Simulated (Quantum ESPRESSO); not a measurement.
## ZrC: geometry relaxation

- system: ZrC (I4/mmm, 2 atoms in the cell)
- method: Kohn-Sham DFT of a periodic cell, PBEsol, SSSP 1.3 efficiency PBE, no spin polarisation (Quantum ESPRESSO 7.5)

The structure derives from an entry of the Crystallography Open Database.

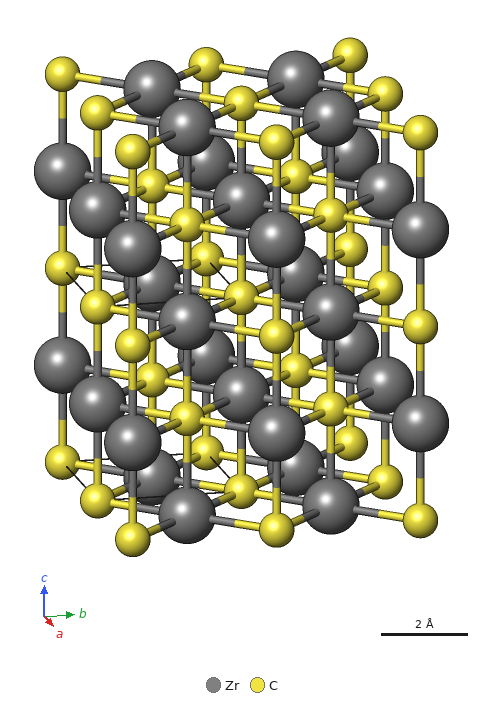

**Figure 1.** The starting structure (ball-and-stick view of the cell 2 times as large as that of the calculation, set on its symmetry axes, repeated 2 × 2 × 2, seen slightly off an axis). An atom can appear more than once, as a periodic image.

**Input**
```
&CONTROL
  calculation = 'relax'
  prefix = 'pwscf'
  outdir = './tmp'
  pseudo_dir = './pseudo'
  tprnfor = .true.
  tstress = .true.
  disk_io = 'low'
  nstep = 40
  forc_conv_thr = 0.0004
  etot_conv_thr = 1d-05
/
&SYSTEM
  ibrav = 0
  A = 3.41216312
  nat = 2
  ntyp = 2
  ecutwfc = 55
  ecutrho = 440
  nbnd = 14
  input_dft = 'pbesol'
  occupations = 'smearing'
  smearing = 'fd'
  degauss = 0.00367493
/
&ELECTRONS
  conv_thr = 4d-10
  electron_maxstep = 120
  mixing_beta = 0.5
/
&IONS
  ion_dynamics = 'bfgs'
/
ATOMIC_SPECIES
Zr    91.2240 Zr_pbe_v1.uspp.F.UPF
C     12.0110 C.pbe-n-kjpaw_psl.1.0.0.UPF
CELL_PARAMETERS alat
   0.0000000000    0.7208330650    0.6931087163
   0.7208330650    0.0000000000    0.6931087163
   0.7208330650    0.7208330650    0.0000000000
ATOMIC_POSITIONS alat
Zr     0.7208330650    0.7208330650    0.6931087163
C      0.0000000000    0.0000000000    0.0000000000
K_POINTS automatic
10 10 10 0 0 0
```

Run as:
```bash
OMP_NUM_THREADS=1 pw.x -in pw.in > pw.out
```

**Log**
```
This program is part of the open-source Quantum ESPRESSO suite
     for quantum simulation of materials; please cite
         "P. Giannozzi et al., J. Phys.:Condens. Matter 21 395502 (2009);
         "P. Giannozzi et al., J. Phys.:Condens. Matter 29 465901 (2017);
         "P. Giannozzi et al., J. Chem. Phys. 152 154105 (2020);
          URL
     in publications or presentations arising from this work. More details at

     file C.pbe-n-kjpaw_psl.1.0.0.UPF: wavefunction(s)  2S 2P renormalized

     IMPORTANT: XC functional enforced from input :
     Exchange-correlation= PBESOL
                           (   1   4  10   8   0   0   0)
     Any further DFT definition will be discarded
     Please, verify this is what you really want

     Message from routine setup:
     using ibrav=0 with symmetry is DISCOURAGED, use correct ibrav instead

     G-vector sticks info
     --------------------
     sticks:   dense  smooth     PW     G-vecs:    dense   smooth      PW
     Sum        1277     641    199                30097    10633    1891

     Using Slab Decomposition

     bravais-lattice index     =            0
     lattice parameter (alat)  =       6.4481  a.u.
     unit-cell volume          =     193.1020 (a.u.)^3
     number of atoms/cell      =            2
     number of atomic types    =            2
     number of electrons       =        16.00
     number of Kohn-Sham states=           14
     kinetic-energy cutoff     =      55.0000  Ry
     charge density cutoff     =     440.0000  Ry
     scf convergence threshold =      4.0E-10
     mixing beta               =       0.5000
     number of iterations used =            8  plain     mixing
     energy convergence thresh.=      1.0E-05
     force convergence thresh. =      4.0E-04
     Exchange-correlation= PBESOL
                           (   1   4  10   8   0   0   0)
     nstep                     =           40

     celldm(1)=   6.448054  celldm(2)=   0.000000  celldm(3)=   0.000000
     celldm(4)=   0.000000  celldm(5)=   0.000000  celldm(6)=   0.000000

     crystal axes: (cart. coord. in units of alat)
               a(1) = (   0.000000   0.720833   0.693109 )
               a(2) = (   0.720833   0.000000   0.693109 )
               a(3) = (   0.720833   0.720833   0.000000 )

     reciprocal axes: (cart. coord. in units 2 pi/alat)
               b(1) = ( -0.693642  0.693642  0.721388 )
               b(2) = (  0.693642 -0.693642  0.721388 )
               b(3) = (  0.693642  0.693642 -0.721388 )

     PseudoPot. # 1 for Zr read from file:
     Zr_pbe_v1.uspp.F.UPF
     Pseudo is Ultrasoft + core correction, Zval = 12.0
     Generated by new atomic code, or converted to UPF format
     Using radial grid of  887 points,  6 beta functions with:
                l(1) =   0
                l(2) =   0
                l(3) =   1
                l(4) =   1
                l(5) =   2
                l(6) =   2
     Q(r) pseudized with  6 coefficients,  rinner =    1.200   1.200   1.200
                                                       1.200   1.200

     PseudoPot. # 2 for C  read from file:
     C.pbe-n-kjpaw_psl.1.0.0.UPF
     Pseudo is Projector augmented-wave + core cor, Zval =  4.0
     Generated using "atomic" code by A. Dal Corso  v.5.1
     Shape of augmentation charge: PSQ
     Using radial grid of 1073 points,  4 beta functions with:
                l(1) =   0
                l(2) =   0
                l(3) =   1
                l(4) =   1
     Q(r) pseudized with 0 coefficients

     atomic species   valence    mass     pseudopotential
     Zr               12.00    91.22400     Zr( 1.00)
     C                 4.00    12.01100     C ( 1.00)

     16 Sym. Ops., with inversion, found

   Cartesian axes

     site n.     atom                  positions (alat units)
         1        Zr     tau(   1) = (   0.7208331   0.7208331   0.6931087  )
         2        C      tau(   2) = (   0.0000000   0.0000000   0.0000000  )

     number of k points=   102  Fermi-Dirac smearing, width (Ry)=  0.0037

     Number of k-points >= 100: set verbosity='high' to print them.

     Dense  grid:    30097 G-vectors     FFT dimensions: (  45,  45,  45)

     Smooth grid:    10633 G-vectors     FFT dimensions: (  32,  32,  32)

     Check: negative core charge=   -0.000001

     Initial potential from superposition of free atoms

     starting charge      15.9978, renormalised to      16.0000

     negative rho (up, down):  6.093E-02 0.000E+00
     Starting wfcs are   17 randomized atomic wfcs

     Self-consistent Calculation

     iteration #  1     ecut=    55.00 Ry     beta= 0.50
     Davidson diagonalization with overlap
     ethr =  1.00E-02,  avg # of iterations =  2.4

     negative rho (up, down):  6.202E-02 0.000E+00

     total energy              =    -117.00817284 Ry
     estimated scf accuracy    <       0.58821668 Ry

     iteration #  2     ecut=    55.00 Ry     beta= 0.50
     Davidson diagonalization with overlap
     ethr =  3.68E-03,  avg # of iterations =  2.0

     negative rho (up, down):  6.215E-02 0.000E+00

     total energy              =    -117.17278553 Ry
     estimated scf accuracy    <       0.48305024 Ry

     iteration #  3     ecut=    55.00 Ry     beta= 0.50
     Davidson diagonalization with overlap
     ethr =  3.02E-03,  avg # of iterations =  1.2

     negative rho (up, down):  6.268E-02 0.000E+00

     total energy              =    -117.24887739 Ry
     estimated scf accuracy    <       0.00407253 Ry

     iteration #  4     ecut=    55.00 Ry     beta= 0.50
     Davidson diagonalization with overlap
     ethr =  2.55E-05,  avg # of iterations =  2.8

     negative rho (up, down):  6.313E-02 0.000E+00

     total energy              =    -117.24991577 Ry
     estimated scf accuracy    <       0.00050897 Ry

     iteration #  5     ecut=    55.00 Ry     beta= 0.50
     Davidson diagonalization with overlap
     ethr =  3.18E-06,  avg # of iterations =  2.3

     negative rho (up, down):  6.313E-02 0.000E+00

     total energy              =    -117.24991617 Ry
     estimated scf accuracy    <       0.00011605 Ry

     iteration #  6     ecut=    55.00 Ry     beta= 0.50
     Davidson diagonalization with overlap
     ethr =  7.25E-07,  avg # of iterations =  2.3

     negative rho (up, down):  6.310E-02 0.000E+00

     total energy              =    -117.24992835 Ry
     estimated scf accuracy    <       0.00001584 Ry

     iteration #  7     ecut=    55.00 Ry     beta= 0.50
     Davidson diagonalization with overlap
     ethr =  9.90E-08,  avg # of iterations =  1.1

     negative rho (up, down):  6.306E-02 0.000E+00

     total energy              =    -117.24992843 Ry
     estimated scf accuracy    <       0.00000232 Ry

     iteration #  8     ecut=    55.00 Ry     beta= 0.50
     Davidson diagonalization with overlap
     ethr =  1.45E-08,  avg # of iterations =  2.0

     negative rho (up, down):  6.307E-02 0.000E+00

     total energy              =    -117.24992896 Ry
     estimated scf accuracy    <       0.00000023 Ry

     iteration #  9     ecut=    55.00 Ry     beta= 0.50
     Davidson diagonalization with overlap
     ethr =  1.42E-09,  avg # of iterations =  1.0

     negative rho (up, down):  6.307E-02 0.000E+00

     total energy              =    -117.24992900 Ry
     estimated scf accuracy    <          1.3E-09 Ry

     iteration # 10     ecut=    55.00 Ry     beta= 0.50
     Davidson diagonalization with overlap
     ethr =  8.27E-12,  avg # of iterations =  3.5

     negative rho (up, down):  6.307E-02 0.000E+00

     total energy              =    -117.24992900 Ry
     estimated scf accuracy    <          9.0E-10 Ry

     iteration # 11     ecut=    55.00 Ry     beta= 0.50
     Davidson diagonalization with overlap
     ethr =  5.66E-12,  avg # of iterations =  1.3

     negative rho (up, down):  6.307E-02 0.000E+00

     End of self-consistent calculation

     Number of k-points >= 100: set verbosity='high' to print the bands.

     the Fermi energy is    13.3274 ev

!    total energy              =    -117.24992900 Ry
     estimated scf accuracy    <          2.4E-12 Ry
     smearing contrib. (-TS)   =      -0.00022129 Ry
     internal energy E=F+TS    =    -117.24970770 Ry

     The total energy is F=E-TS. E is the sum of the following terms:
     one-electron contribution =     -11.36974275 Ry
     hartree contribution      =      13.39833377 Ry
     xc contribution           =     -22.03884069 Ry
     ewald contribution        =     -91.32267956 Ry
     one-center paw contrib.   =      -5.91677848 Ry

     convergence has been achieved in  11 iterations

     negative rho (up, down):  6.307E-02 0.000E+00

     Forces acting on atoms (cartesian axes, Ry/au):

     atom    1 type  1   force =     0.00000000    0.00000000   -0.00000000
     atom    2 type  2   force =     0.00000000    0.00000000    0.00000000

     Total force =     0.000000     Total SCF correction =     0.000000

     Computing stress (Cartesian axis) and pressure

     negative rho (up, down):  6.307E-02 0.000E+00
          total   stress  (Ry/bohr**3)                   (kbar)     P=     -211.77
  -0.00164621   0.00000000   0.00000000         -242.17        0.00        0.00
   0.00000000  -0.00164621  -0.00000000            0.00     -242.17       -0.00
   0.00000000  -0.00000000  -0.00102636            0.00       -0.00     -150.98

     BFGS Geometry Optimization
     Energy error            =      1.4E-62 Ry
     Gradient error          =      7.1E-32 Ry/Bohr

     bfgs converged in   1 scf cycles and   0 bfgs steps
     (criteria: energy <  1.0E-05 Ry, force <  4.0E-04 Ry/Bohr)

     End of BFGS Geometry Optimization

     Final energy             =    -117.2499289973 Ry
Begin final coordinates

ATOMIC_POSITIONS (alat)
Zr               0.7208330650        0.7208330650        0.6931087163
C                0.0000000000        0.0000000000        0.0000000000
End final coordinates

=------------------------------------------------------------------------------=
   JOB DONE.
=------------------------------------------------------------------------------=
```

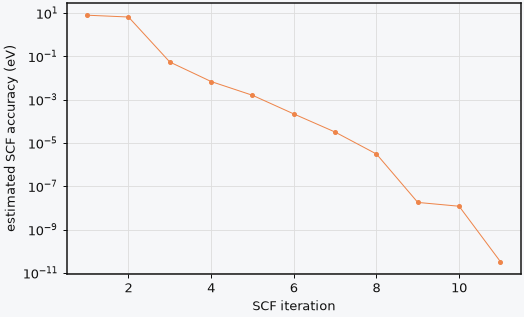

**Figure 2.** Convergence of the self-consistent field: estimated SCF accuracy against the iteration. The field takes 11 iterations in all.

**Key numbers**

- outcome: converged
- space group (tolerance 0.01 Å): I4/mmm (139)
- electrons treated: 16
- free energy: −1595.2666 eV
- Fermi energy: 13.327 eV
- gap on the k-point mesh: none (metallic)
- pressure: −21.18 GPa
- final volume: 28.61 Å³
- largest force (length of the vector): under 0.001 eV/Å
- hardware: 1 thread of Arm Neoverse V1, 24 GiB of memory available, shared host
- wall time: 28 s
- peak memory: 0.17 GiB

**Remarks**

Further notes kept with the run: potentials made for another functional. Notes on the run: negative rho. Points of doubt noted for this run: potentials made for another functional. The cell is under a tension of 21 GPa at this level, so it is not at its equilibrium volume.
